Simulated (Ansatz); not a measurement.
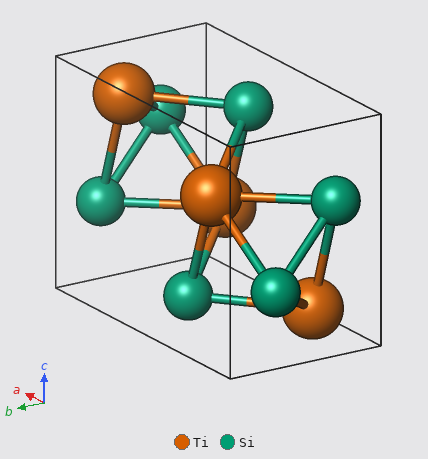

This ball-and-stick model is shown from a general direction. The edges of the conventional unit cell are marked.

TiSi, space group Pnma (No. 62), a = 6.50 Å, b = 3.64 Å, c = 4.99 Å, α = 90.00°, β = 90.00°, γ = 90.00°.

Theory: Ansatz, DFT r2SCAN, scalar-relativistic, plane waves, PAW. Numerical settings: plane-wave cutoff 500 eV, k-points on a 6×12×8 grid, Gaussian smearing of 0.15 eV, no spin polarisation.

> Predict the gap.

A metal: bands cross the Fermi level.

> Would the cell expand or shrink if it could?

The computed pressure is 0.0 GPa, close to zero.

The initial geometry was a structure listed in the Materials Project. Earlier steps of the study, as a rule a relaxation of our own, may have changed the cell and positions, so they can lie some per cent off the listed ones. It was run through Ansatz as a DFT input.
